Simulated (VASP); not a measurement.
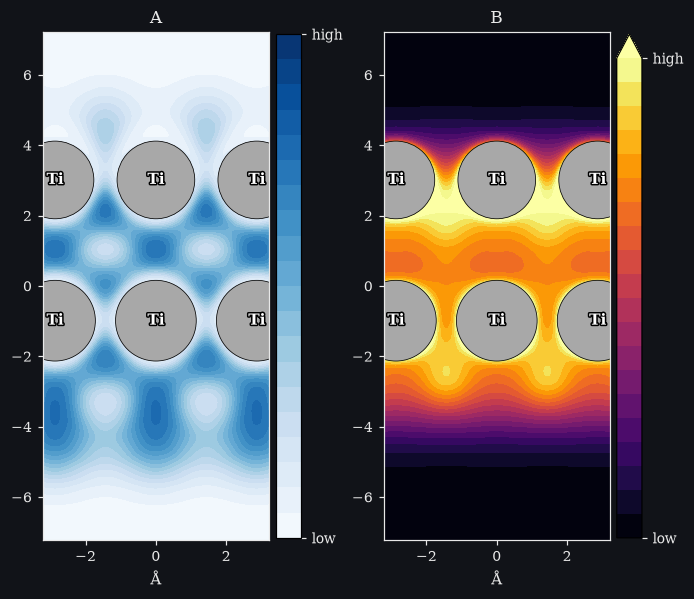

Ti (slab): 2 fields on the (100) plane of the calculation cell, a cut from vacuum to vacuum, with unlabelled colour scales. Grey discs cover the atomic cores.

Not relaxed (largest force 0.6 eV/Å).

These are results of Kohn-Sham DFT of a periodic cell, PBEsol, VASP PAW PBE potentials, recommended (VASP), not measurements.

Which field does each panel show? The fields are: electron localisation function and valence pseudo-density.

Panel A: electron localisation function. Panel B: valence pseudo-density. From the grid: Ti–Ti (2.87 Å): ρ at the midpoint is about 0.19 e/Å³; the ELF is about 0.20 at the midpoint: no shared electron pair shows on this line.
